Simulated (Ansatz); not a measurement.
# TaC35 (charge +1): field-gradient calculation (part 2 of 2)

TaC35 (defect cell, 36 atoms in the cell, total charge +1); DFT, PBE, plane waves, PAW, no spin polarisation (Ansatz 0.2.0); cutoff 420 eV, 3×3×3 k-mesh, tetrahedron occupations. The structure derives from an entry of the Crystallography Open Database.

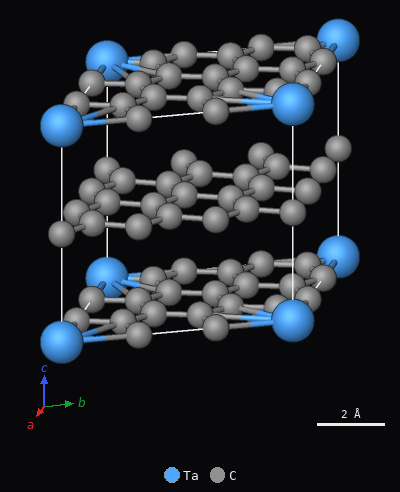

**Figure 1.** The structure (ball-and-stick view of the cell of the calculation, seen slightly off an axis).

**The program's output, continued**
```
--- PAW observables at the nuclei: V_zz in 10²¹ V/m², potentials from the cell's mean, atoms counted from 1 ---
  atom   1  Ta V_zz =   -20.363051   η = 0.0000   by run symmetry: allowed   C_q = -1560.8331 MHz
            electrostatic potential = -14491.433288 V   contact ρ = 8154666.186109 e/Å³
  atom   2  C  V_zz =    +4.153218   η = 0.1413   by run symmetry: allowed
            electrostatic potential = -413.718705 V   contact ρ = 867.944320 e/Å³
  atom   3  C  V_zz =    +4.153218   η = 0.1413   by run symmetry: allowed
            electrostatic potential = -413.718705 V   contact ρ = 867.944320 e/Å³
  atom   4  C  V_zz =    +4.153218   η = 0.1413   by run symmetry: allowed
            electrostatic potential = -413.718705 V   contact ρ = 867.944320 e/Å³
  atom   5  C  V_zz =    +4.153218   η = 0.1413   by run symmetry: allowed
            electrostatic potential = -413.718705 V   contact ρ = 867.944320 e/Å³
  atom   6  C  V_zz =    +3.914554   η = 0.0000   by run symmetry: allowed
            electrostatic potential = -413.392789 V   contact ρ = 867.515639 e/Å³
  atom   7  C  V_zz =    +4.153218   η = 0.1413   by run symmetry: allowed
            electrostatic potential = -413.718705 V   contact ρ = 867.944320 e/Å³
  atom   8  C  V_zz =    +2.986880   η = 0.0000   by run symmetry: allowed
            electrostatic potential = -413.900824 V   contact ρ = 867.201868 e/Å³
  atom   9  C  V_zz =    +4.153218   η = 0.1413   by run symmetry: allowed
            electrostatic potential = -413.718705 V   contact ρ = 867.944320 e/Å³
  atom  10  C  V_zz =    +2.426453   η = 0.0000   by run symmetry: allowed
            electrostatic potential = -413.593688 V   contact ρ = 867.034796 e/Å³
  atom  11  C  V_zz =    +2.414227   η = 0.0423   by run symmetry: allowed
            electrostatic potential = -413.769435 V   contact ρ = 867.068086 e/Å³
  atom  12  C  V_zz =    +2.414227   η = 0.0423   by run symmetry: allowed
            electrostatic potential = -413.769435 V   contact ρ = 867.068086 e/Å³
  atom  13  C  V_zz =    +2.414227   η = 0.0423   by run symmetry: allowed
            electrostatic potential = -413.769435 V   contact ρ = 867.068086 e/Å³
  atom  14  C  V_zz =    +2.414227   η = 0.0423   by run symmetry: allowed
            electrostatic potential = -413.769435 V   contact ρ = 867.068086 e/Å³
  atom  15  C  V_zz =    +2.122830   η = 0.0000   by run symmetry: allowed
            electrostatic potential = -413.881165 V   contact ρ = 866.986159 e/Å³
  atom  16  C  V_zz =    +2.414227   η = 0.0423   by run symmetry: allowed
            electrostatic potential = -413.769435 V   contact ρ = 867.068086 e/Å³
  atom  17  C  V_zz =    +2.250590   η = 0.0000   by run symmetry: allowed
            electrostatic potential = -413.900422 V   contact ρ = 867.023186 e/Å³
  atom  18  C  V_zz =    +2.414227   η = 0.0423   by run symmetry: allowed
            electrostatic potential = -413.769435 V   contact ρ = 867.068086 e/Å³
  atom  19  C  V_zz =    -1.899490   η = 0.8697   by run symmetry: allowed
            electrostatic potential = -416.247866 V   contact ρ = 870.142330 e/Å³
  atom  20  C  V_zz =    +2.121522   η = 0.0677   by run symmetry: allowed
            electrostatic potential = -413.881685 V   contact ρ = 867.138020 e/Å³
  atom  21  C  V_zz =    -1.899490   η = 0.8697   by run symmetry: allowed
            electrostatic potential = -416.247866 V   contact ρ = 870.142330 e/Å³
  atom  22  C  V_zz =    +1.034767   η = 0.4002   by run symmetry: allowed
            electrostatic potential = -414.186144 V   contact ρ = 866.823858 e/Å³
  atom  23  C  V_zz =    +2.121522   η = 0.0677   by run symmetry: allowed
            electrostatic potential = -413.881685 V   contact ρ = 867.138020 e/Å³
  atom  24  C  V_zz =    +2.121522   η = 0.0677   by run symmetry: allowed
            electrostatic potential = -413.881685 V   contact ρ = 867.138020 e/Å³
  atom  25  C  V_zz =    +1.034767   η = 0.4002   by run symmetry: allowed
            electrostatic potential = -414.186144 V   contact ρ = 866.823858 e/Å³
  atom  26  C  V_zz =    +1.034767   η = 0.4002   by run symmetry: allowed
            electrostatic potential = -414.186144 V   contact ρ = 866.823858 e/Å³
  atom  27  C  V_zz =    -1.899490   η = 0.8697   by run symmetry: allowed
            electrostatic potential = -416.247866 V   contact ρ = 870.142330 e/Å³
  atom  28  C  V_zz =    +2.652632   η = 0.0707   by run symmetry: allowed
            electrostatic potential = -413.635620 V   contact ρ = 867.121590 e/Å³
  atom  29  C  V_zz =    +2.769296   η = 0.0196   by run symmetry: allowed
            electrostatic potential = -413.724560 V   contact ρ = 867.154730 e/Å³
  atom  30  C  V_zz =    +2.769296   η = 0.0196   by run symmetry: allowed
            electrostatic potential = -413.724560 V   contact ρ = 867.154730 e/Å³
  atom  31  C  V_zz =    +2.695890   η = 0.0374   by run symmetry: allowed
            electrostatic potential = -413.767170 V   contact ρ = 867.137037 e/Å³
  atom  32  C  V_zz =    +2.695890   η = 0.0374   by run symmetry: allowed
            electrostatic potential = -413.767170 V   contact ρ = 867.137037 e/Å³
  atom  33  C  V_zz =    +2.769296   η = 0.0196   by run symmetry: allowed
            electrostatic potential = -413.724560 V   contact ρ = 867.154730 e/Å³
  atom  34  C  V_zz =    +2.652632   η = 0.0707   by run symmetry: allowed
            electrostatic potential = -413.635620 V   contact ρ = 867.121590 e/Å³
  atom  35  C  V_zz =    +2.695890   η = 0.0374   by run symmetry: allowed
            electrostatic potential = -413.767170 V   contact ρ = 867.137037 e/Å³
  atom  36  C  V_zz =    +2.652632   η = 0.0707   by run symmetry: allowed
            electrostatic potential = -413.635620 V   contact ρ = 867.121590 e/Å³
--- Band table (eV; the first three rows and the last of 7) ---
  k-point 0: bands = ["-58.0966", "-27.5046", "-27.5046", "-24.6977", "-11.8232", "-11.4346", "-9.3376", "-9.3376", "-9.3008", "-9.2399", "-9.2399", "-9.2201", "-9.0841", "-9.0841", "-8.9958", "-8.5997", "-8.5997", "-7.1402", "-5.0464", "-4.8871", "-4.8871", "-4.8758", "-4.8238", "-4.7365", "-4.7365", "-3.1938", "-2.9492", "-2.9492", "-2.7991", "-2.7991", "-2.3251", "-2.3251", "-1.9602", "-1.9215", "-1.9215", "-1.9057", "-1.8842", "-1.8842", "-1.8263", "-0.6172", "-0.2060", "-0.2060", "1.1968", "1.2629", "1.2629", "1.5599", "1.6240", "1.6240", "1.8969", "1.8969", "1.9158", "1.9530", "1.9838", "1.9838", "2.0031", "2.3557", "2.3557", "2.4513", "2.7330", "3.3442", "3.3442", "3.9440", "3.9440", "3.9775", "3.9775", "4.0246", "4.4729", "4.6741", "4.6741", "5.3289", "6.2118", "6.2118", "6.3930", "6.3930", "7.0308", "7.6203", "7.6206", "7.6206", "8.2954", "8.3394", "9.9151", "10.3219", "10.3219", "12.1324", "12.1543", "12.1543", "12.5777", "12.5777", "12.6221", "12.7025", "12.9771", "12.9841", "12.9841", "14.3892", "14.3892", "15.0583", "15.0583", "15.0657", "15.2135", "15.2135", "15.2387", "15.3349", "15.3349", "15.4569", "15.4569", "15.4693", "15.5268", "15.6768", "15.6768", "16.0203", "16.0203", "16.2626", "16.2626", "16.5293"]
  k-point 1: bands = ["-58.0966", "-27.5046", "-27.5046", "-24.6978", "-11.7877", "-11.4753", "-9.2960", "-9.2917", "-9.2917", "-9.2264", "-9.2264", "-9.1673", "-9.1341", "-9.1341", "-9.0545", "-8.6183", "-8.6183", "-7.1452", "-5.0191", "-4.8831", "-4.8831", "-4.8758", "-4.8537", "-4.7389", "-4.7389", "-3.1952", "-2.9466", "-2.9466", "-2.8046", "-2.8046", "-2.3220", "-2.3220", "-1.9383", "-1.9230", "-1.9230", "-1.9006", "-1.8886", "-1.8886", "-1.8556", "-0.2446", "-0.2080", "-0.2080", "0.6961", "1.4323", "1.4323", "1.5608", "1.6248", "1.6248", "1.8966", "1.8966", "1.9149", "1.9612", "1.9824", "1.9824", "1.9934", "2.7068", "2.7068", "2.7145", "2.8361", "3.1253", "3.1253", "3.4961", "3.4961", "3.5837", "3.9774", "3.9774", "4.4744", "4.6741", "4.6741", "5.1446", "6.1893", "6.1893", "6.3912", "6.3912", "7.3113", "7.5714", "7.6434", "7.6434", "7.9536", "9.0819", "9.8448", "10.3314", "10.3314", "12.3126", "12.3126", "12.3144", "12.4850", "12.4850", "12.5886", "12.7435", "12.7438", "12.7438", "13.5854", "14.9239", "14.9362", "14.9362", "15.2000", "15.2874", "15.2874", "15.3239", "15.3883", "15.3883", "15.4907", "15.5574", "15.5574", "15.6712", "15.6712", "16.0170", "16.0170", "16.0568", "16.0568", "16.3953", "16.3953", "16.3985"]
  k-point 2: bands = ["-58.0966", "-27.5046", "-27.5046", "-24.6977", "-11.5315", "-11.1525", "-10.6516", "-10.2954", "-9.7963", "-9.7652", "-9.4346", "-9.1018", "-8.1474", "-8.1051", "-7.9240", "-7.6549", "-7.2835", "-6.5921", "-6.5494", "-6.4161", "-6.3845", "-5.3663", "-4.6515", "-4.4313", "-4.0720", "-4.0611", "-3.8368", "-3.3907", "-3.1911", "-3.1772", "-2.8358", "-1.4820", "-1.4180", "-1.4004", "-1.2887", "-0.9455", "-0.4529", "-0.4366", "-0.3694", "-0.3384", "0.1290", "0.5372", "0.6991", "0.7085", "0.7579", "1.0131", "1.0217", "1.1820", "1.2021", "1.3783", "1.4389", "1.5921", "1.5949", "1.9096", "2.1802", "2.2488", "2.6974", "2.8498", "2.9564", "3.0979", "3.4905", "3.5017", "3.5605", "3.7881", "4.1061", "4.1768", "4.5696", "4.6171", "5.0563", "5.2388", "5.3886", "5.9133", "6.0939", "6.6552", "7.1318", "7.3152", "7.9407", "8.1764", "8.4747", "9.3973", "9.4097", "9.8195", "10.1770", "10.3698", "11.0909", "11.1116", "12.3005", "12.6440", "12.8221", "13.6158", "13.6925", "13.8059", "14.2202", "14.3867", "14.5852", "15.0396", "15.3661", "15.5935", "15.5994", "15.6327", "15.8704", "16.0166", "16.0891", "16.2640", "16.3476", "16.3655", "16.4170", "16.6024", "16.7003", "16.7119", "16.8537", "16.9048", "16.9570", "17.1634"]
  k-point 6: bands = ["-58.0966", "-27.5046", "-27.5046", "-24.6978", "-10.9926", "-10.9076", "-10.8730", "-10.7626", "-10.6688", "-10.1329", "-8.3896", "-8.3853", "-8.3501", "-8.2543", "-7.9810", "-7.6173", "-6.4584", "-6.4272", "-6.3974", "-6.3619", "-6.3130", "-5.5204", "-5.3264", "-5.3074", "-5.2940", "-4.8047", "-4.3041", "-3.3784", "-2.2880", "-1.9864", "-1.9695", "-1.9252", "-1.2963", "-1.0112", "-0.5842", "-0.5074", "-0.4646", "-0.3851", "-0.3812", "-0.1477", "0.3857", "0.4091", "0.4179", "0.4274", "0.5568", "0.7568", "1.0987", "1.1909", "1.3489", "1.3906", "1.4434", "1.8403", "1.9839", "2.0000", "2.0145", "2.0451", "2.2098", "2.6147", "2.9429", "2.9488", "2.9536", "3.0033", "3.0187", "3.8341", "3.9917", "4.1125", "4.6615", "4.7143", "5.3732", "5.4868", "5.5775", "5.6100", "5.6105", "6.9464", "7.2140", "7.4465", "7.6691", "7.6987", "8.9676", "9.2551", "9.2763", "9.5552", "10.3259", "10.3418", "11.3807", "11.5592", "11.6426", "11.6591", "13.8143", "13.9194", "14.0469", "14.3124", "14.6550", "14.9769", "15.2976", "15.6984", "16.1502", "16.2224", "16.2262", "16.2591", "16.2986", "16.3018", "16.3752", "16.4788", "16.5261", "16.5523", "16.6548", "16.6849", "16.7412", "16.7765", "16.9007", "16.9679", "16.9987", "17.0951"]
--- Löwdin populations: 36 sites ---
  site symbol       q [e]
     0     Ta     12.1173
     1      C      3.9098
     2      C      3.9098
     3      C      3.9098
     4      C      3.9098
     5      C      3.8870
     6      C      3.9098
     7      C      3.9204
     8      C      3.9098
     9      C      4.0142
    10      C      3.9518
    11      C      3.9518
    12      C      3.9518
    13      C      3.9518
    14      C      3.9601
    15      C      3.9518
    16      C      3.9473
    17      C      3.9518
    18      C      4.0975
    19      C      3.9573
    20      C      4.0975
    21      C      4.0200
    22      C      3.9573
    23      C      3.9573
    24      C      4.0200
    25      C      4.0200
    26      C      4.0975
    27      C      3.9609
    28      C      3.9385
    29      C      3.9385
    30      C      3.9325
    31      C      3.9325
    32      C      3.9385
    33      C      3.9609
    34      C      3.9325
    35      C      3.9609
  spilling = 0.008316 (of n_electrons = 152.000000)
```

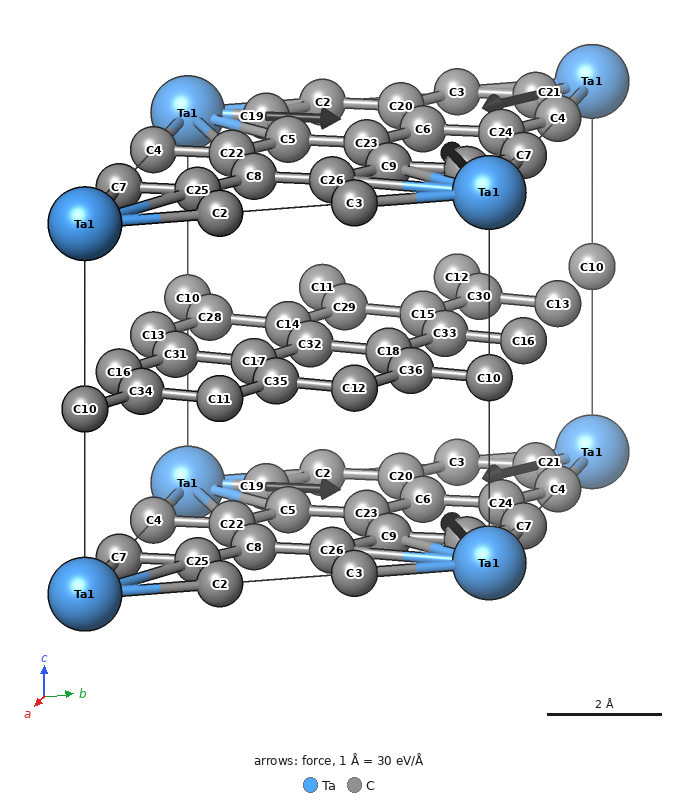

**Figure 2.** Forces on the atoms as black arrows (ball-and-stick view of the cell of the calculation, seen slightly off an axis; atoms are numbered from 1 in the order of the input); the smallest are left out. The largest act on C19, C21, C27 (41.15 eV/Å). The geometry is not a stationary point of this energy.
